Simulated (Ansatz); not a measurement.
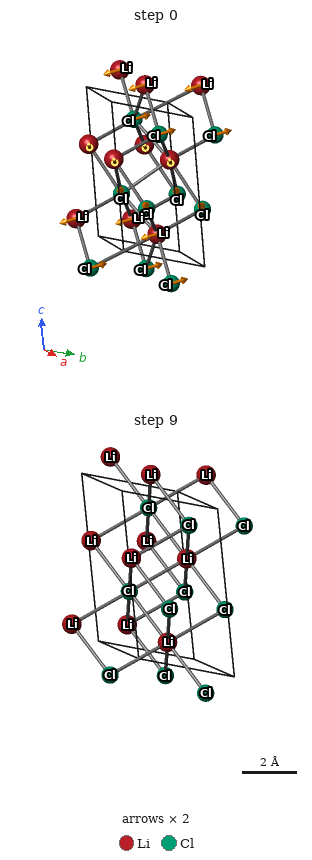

The structure of a crystal of LiCl (a generated structure, set up in Cc) (coarse preliminary run) before (top) and after (bottom) a relaxation, at one scale. The orange arrows give the displacements (the part carried along by the change of the cell is left out), magnified 2 times.

A ball-and-stick model of the cell of the calculation, seen slightly off an axis.

Computed with DFT PBE, scalar-relativistic, plane waves, PAW (Ansatz).

The input:
```yaml
crystal:
  lattice:
    - [2.46961706, -1.83782145, 0.0]
    - [2.46961706, 1.83782145, 0.0]
    - [-1.83883974, 0.0, 5.28335472]
  atoms:
    - { symbol: Li, position: [0.49010935, 0.82238511, 0.64646667] }
    - { symbol: Li, position: [0.82238511, 0.49010935, 0.14646667] }
    - { symbol: Cl, position: [0.17761489, 0.50989065, 0.85353333] }
    - { symbol: Cl, position: [0.50989065, 0.17761489, 0.35353333] }
basis:
  ecutwfc: 420
kpoints:
  mp_grid: { grid: [6, 6, 4] }
hamiltonian:
  xc: pbe
scf:
  occupations: { method: gaussian, width: 0.1 }
  lower_state_search: "off"
output:
  forces: true
  stress: true
  eigenvalues: true
relax:
  adjacent_minimum: "off"
  f_tol: 0.04
  max_steps: 70
  cell: { stress_tol: 0.4 }
```

Command:
```bash
ansatz run input.yaml --threads 1 --pin off --max-ram 2560MiB --backend cpu --events-out ev --progress --plain --runs-dir out
```

> Summarise the run.

After 7 accepted moves (9 points after the start) the energy has fallen by 1.809 eV per cell of the calculation. The largest force component goes from 0.45 to 0.00097 eV/Å. Pressure: 29.51 GPa at the start and 0.04 GPa at the end. At 2 points the geometry stayed and the basis and grid were re-selected for the new cell (energy shift of 18.6 meV per cell of the calculation at most each time). The largest moves relative to the cell, 0.36 Å, are those of Li1, Li2, Cl3 and Cl4. Li1 goes roughly along [−3 1 −1]. Largest moves by element: Li 0.36 Å, Cl 0.36 Å. The drawn cell changes as follows: a = b 3.078 → 3.636 Å (+18.1 %), c 5.594 → 6.304 Å (+12.7 %), α 105.3° → 106.7°, β 105.3° → 106.7°, γ 73.3° → 60.2°; the volume changes by +42.3 %. Near-neighbour distances that change, for instance: Li1–Cl4 3.071 → 2.576 Å, Li1–Cl3 2.207 → 2.577 Å, Li1–Cl4 (another image) 2.218 → 2.568 Å. Among the angles between lasting bonds that change: Cl3–Li1–Cl4 114.5° → 90.1°, Li1–Cl3–Li2 114.5° → 90.1°, Li1–Cl3–Li2 156.7° → 179.9°. The space group (tolerance 0.01 Å) goes from Cc (No. 9) to I4/mmm (No. 139).
